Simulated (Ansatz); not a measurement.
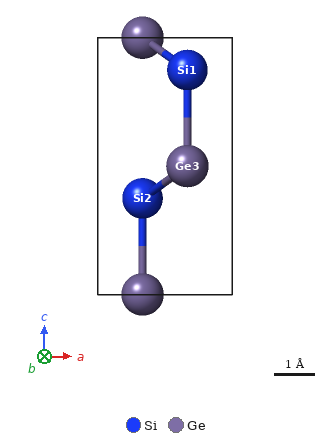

**Figure 1.** The input geometry of the first run (ball-and-stick view of the cell of the calculation, along the b axis; atoms are numbered from 1 in the order of the input). An atom can appear more than once, as a periodic image. Near neighbours in the periodic cell (some may lie outside the picture): Si has 4 Ge at 2.39 to 2.41 Å; Ge has 4 Si at 2.39 to 2.41 Å.

**GeSi: a changed input and its effect**

System: GeSi (P6₃mc, 4 atoms in the cell).
Method of the first run: DFT PBEsol, scalar-relativistic, plane waves, PAW, no spin polarisation (Ansatz 0.2.0).

The structure derives from a Materials Project entry. Text and figures count atoms from 1; the logs count them from 0 in places.

The input, the first run:
```yaml
crystal:
  lattice:
    - [3.9005968893, 0.0, 0.0]
    - [-1.9502984447, 3.3780159961, 0.0]
    - [0.0, 0.0, 6.4433927696]
  atoms:
    - { symbol: Si, position: [0.6666666667, 0.3333333333, 0.8745463421] }
    - { symbol: Si, position: [0.3333333333, 0.6666666667, 0.3745463421] }
    - { symbol: Ge, position: [0.6666666667, 0.3333333333, 0.5004526579] }
    - { symbol: Ge, position: [0.3333333333, 0.6666666667, 0.0004526579] }
basis:
  ecutwfc: 420
kpoints:
  mp_grid: { grid: [12, 12, 6] }
  band_path: { path: [VBM, CBM], npoints: 2 }
hamiltonian:
  xc: pbesol
scf:
  occupations: { method: gaussian, width: 0.02 }
output:
  forces: true
  stress: true
  eigenvalues: true
checkpoint:
  read: start.run
  write: ck
  compress: false
  write_wavefunctions: false
  write_every: 100000
```

Launched with:
```bash
ansatz run input.yaml --threads 1 --pin off --max-ram 2560MiB --backend cpu --events-out ev --progress --plain --runs-dir out
```

Hardware: 1 thread of AMD EPYC (Zen 3), 32 GiB of memory available, shared host.

Output, shortened to warnings, some set-up lines, iterations and results (the first run):
```
Basis set: ecut = 420 eV, 1677 PW (Γ), exchange–correlation on 54×54×90 points (8 copies of the dense FFT grid, shifted against one another)
Symmetry: 12 space group operations
k-points: 76 of 864 (time reversal used)
Initial density: read from a saved state, or passed on in memory by an earlier SCF of this step, an earlier step, the calling program or the single point that the run made first
[...]
SCF iter   1: F=—  HF=-9749.866179 eV  |F-HF|=—  |Δ(HF+E_count)|=         —  Δρ=7.17e-6  dr2=2.08e-8  ethr=2.23e-7  ⟨swp⟩=2.3  Hψ=12016  notcnv=0
SCF iter   2: F=-9749.866179 eV  HF=-9749.866179 eV  |F-HF|=2.35e-9  |Δ(HF+E_count)|=   3.07e-7  Δρ=1.73e-6  dr2=3.45e-9  ethr=5.78e-11  ⟨swp⟩=5.7  Hψ=7335  notcnv=0
SCF 1 converged in 2 iterations: F = -9749.866179 eV  dr2 = 3.45e-9
NSCF: frozen V_eff on 28 k-points
NSCF: frozen V_eff on 28 k-points
NSCF: frozen V_eff on 28 k-points
NSCF: frozen V_eff on 26 k-points
NSCF: frozen V_eff on 9 k-points
NSCF: frozen V_eff on 22 k-points
NSCF: frozen V_eff on 22 k-points
NSCF: frozen V_eff on 12 k-points
NSCF: frozen V_eff on 19 k-points
NSCF: frozen V_eff on 6 k-points
NSCF: frozen V_eff on 3 k-points
SCF converged after 2 iterations
Free energy (F): -9749.866179 eV
Harris-Foulkes:  -9749.866179 eV  (|F-HF|=2.35e-9)
Internal energy: -9749.866179 eV  (E = F + TS)
E sigma→0 (E₀):  -9749.866179 eV
Fermi energy:    7.822261 eV
--- Per-component energies (eV) ---
  E_band       = -305.395970
  E_kinetic    = 303.799732
  E_local      = -5301.348795  (includes V_loc(G=0)·N_el)
  E_nonlocal   = 893.329702
  E_hartree    = 2327.919139
  E_xc         = -259.383984
  E_vxc        = -223.293086  (∫ρ·V_xc dr)
  E_paw        = -4957.136749  (= ΣΔE_a)
  E_vpaw       = -633.722471  (= ΣTr[D̂ρ^β])
  E_aug_tail   = 0.000624  (compensation charges beyond the density's cutoff)
  E_ewald      = -2758.944841
  E_core_change = 1.898994  (= ΣΔE_core)
  E_smearing   = -0.000000  (= −TS)
  E_closure    = 0.000000  (closes the sum)
  Σ components = -9749.866179   (vs F -9749.866179, Δ=0.00e0)
--- Forces (eV/Å), atoms counted from 1 ---
  atom   1  Si    -0.00000000     0.00000000    -0.00087997
  atom   2  Si     0.00000000    -0.00000000    -0.00087997
  atom   3  Ge     0.00000000     0.00000000     0.00088075
  atom   4  Ge     0.00000000    -0.00000000     0.00088075
  max |Σ_I F_I| component: 1.55e-6 eV/Å
--- Stress (GPa, compression-positive) ---
       -0.003604      -0.000000       0.000000
       -0.000000      -0.003604       0.000000
        0.000000       0.000000       0.011821
  P = ⅓ Tr σ = 0.0015 GPa (0.015 kbar)
```

For the second run the input was changed thus:
```diff
-    - [3.9005968893, 0.0, 0.0]
-    - [-1.9502984447, 3.3780159961, 0.0]
-    - [0.0, 0.0, 6.4433927696]
+    - [3.8225849515, 0.0, 0.0]
+    - [-1.9112924758, 3.3104556761, 0.0]
+    - [0.0, 0.0, 6.4871692009]
-    - { symbol: Si, position: [0.6666666667, 0.3333333333, 0.8745463421] }
-    - { symbol: Si, position: [0.3333333333, 0.6666666667, 0.3745463421] }
-    - { symbol: Ge, position: [0.6666666667, 0.3333333333, 0.5004526579] }
-    - { symbol: Ge, position: [0.3333333333, 0.6666666667, 0.0004526579] }
+    - { symbol: Si, position: [0.6666666667, 0.3333333333, 0.8726216216] }
+    - { symbol: Si, position: [0.3333333333, 0.6666666667, 0.3726216216] }
+    - { symbol: Ge, position: [0.6666666667, 0.3333333333, 0.5023773784] }
+    - { symbol: Ge, position: [0.3333333333, 0.6666666667, 0.0023773784] }
```

What does this change do to the results?

With the same functional and potentials, the second run lies 11.2 meV per atom higher. The gap on the mesh goes from 0.35 to 0.25 eV. The pressure goes from 0.00 to 2.89 GPa. The volume per atom goes from 21.22 to 20.52 Å³. The plane waves at Γ go from 1677 to 1629.

Output, shortened to warnings, some set-up lines, iterations and results (the second run):
```
Basis set: ecut = 420 eV, 1629 PW (Γ), exchange–correlation on 54×54×90 points (8 copies of the dense FFT grid, shifted against one another)
Symmetry: 12 space group operations
k-points: 76 of 864 (time reversal used)
Initial density: read from a saved state, or passed on in memory by an earlier SCF of this step, an earlier step, the calling program or the single point that the run made first
[...]
SCF iter   1: F=—  HF=-9749.821559 eV  |F-HF|=—  |Δ(HF+E_count)|=         —  Δρ=1.80e-6  dr2=1.09e-9  ethr=2.50e-7  ⟨swp⟩=2.2  Hψ=11966  notcnv=0
SCF iter   2: F=-9749.821559 eV  HF=-9749.821559 eV  |F-HF|=1.52e-9  |Δ(HF+E_count)|=   3.06e-7  Δρ=1.22e-6  dr2=4.53e-10  ethr=3.04e-12  ⟨swp⟩=5.7  Hψ=7381  notcnv=0
SCF 1 converged in 2 iterations: F = -9749.821559 eV  dr2 = 4.53e-10
NSCF: frozen V_eff on 28 k-points
NSCF: frozen V_eff on 28 k-points
NSCF: frozen V_eff on 28 k-points
NSCF: frozen V_eff on 28 k-points
NSCF: frozen V_eff on 2 k-points
NSCF: frozen V_eff on 8 k-points
NSCF: frozen V_eff on 22 k-points
NSCF: frozen V_eff on 9 k-points
NSCF: frozen V_eff on 17 k-points
NSCF: frozen V_eff on 14 k-points
NSCF: frozen V_eff on 5 k-points
NSCF: frozen V_eff on 8 k-points
NSCF: frozen V_eff on 14 k-points
NSCF: frozen V_eff on 6 k-points
NSCF: frozen V_eff on 20 k-points
NSCF: frozen V_eff on 13 k-points
NSCF: frozen V_eff on 2 k-points
NSCF: frozen V_eff on 3 k-points
SCF converged after 2 iterations
Free energy (F): -9749.821559 eV
Harris-Foulkes:  -9749.821559 eV  (|F-HF|=1.52e-9)
Internal energy: -9749.821559 eV  (E = F + TS)
E sigma→0 (E₀):  -9749.821559 eV
Fermi energy:    8.272274 eV
--- Per-component energies (eV) ---
  E_band       = -292.815867
  E_kinetic    = 305.911128
  E_local      = -5253.021594  (includes V_loc(G=0)·N_el)
  E_nonlocal   = 894.122299
  E_hartree    = 2309.471664
  E_xc         = -260.403143
  E_vxc        = -224.615613  (∫ρ·V_xc dr)
  E_paw        = -4957.425302  (= ΣΔE_a)
  E_vpaw       = -634.154748  (= ΣTr[D̂ρ^β])
  E_aug_tail   = 0.000609  (compensation charges beyond the density's cutoff)
  E_ewald      = -2790.376214
  E_core_change = 1.898994  (= ΣΔE_core)
  E_smearing   = -0.000000  (= −TS)
  E_closure    = 0.000000  (closes the sum)
  Σ components = -9749.821559   (vs F -9749.821559, Δ=0.00e0)
--- Forces (eV/Å), atoms counted from 1 ---
  atom   1  Si    -0.00000000     0.00000000     0.00455292
  atom   2  Si     0.00000000    -0.00000000     0.00455292
  atom   3  Ge     0.00000000     0.00000000    -0.00455331
  atom   4  Ge     0.00000000    -0.00000000    -0.00455331
  max |Σ_I F_I| component: 7.84e-7 eV/Å
--- Stress (GPa, compression-positive) ---
        4.346284      -0.000000       0.000000
       -0.000000       4.346284      -0.000000
        0.000000      -0.000000      -0.010162
  P = ⅓ Tr σ = 2.8941 GPa (28.941 kbar)
```

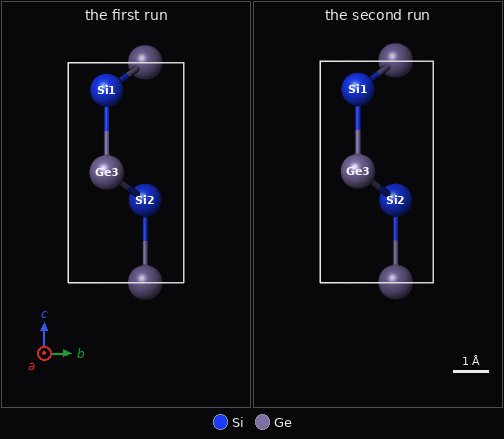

**Figure 2.** The two input geometries at one scale (ball-and-stick view of the cell of the calculation, along the a axis). The largest moves relative to the cell, 0.012 Å, are those of Si and Ge atoms. Largest moves by element: Ge 0.012 Å, Si 0.012 Å. (The mean shift of all atoms is removed.) Cell: a = b 3.901 → 3.823 Å (−2.0 %), c 6.443 → 6.487 Å (+0.7 %). Volume −3.3 %. Among the contacts that change: Ge–Si 2.394 → 2.362 Å, Ge–Si 2.410 → 2.402 Å.

The two runs side by side:

```tsv
quantity	the first run	the second run
outcome	converged	converged
free energy per atom (eV)	−2437.4665	−2437.4554
gap on the mesh (eV)	0.35	0.25
pressure (GPa)	0.00	2.89
volume per atom (Å³)	21.22	20.52
largest force (eV/Å)	0.001	0.005
irreducible k-points	76	76
plane waves at Γ	1677	1629
wall time (shared host)	21 s	23 s
```
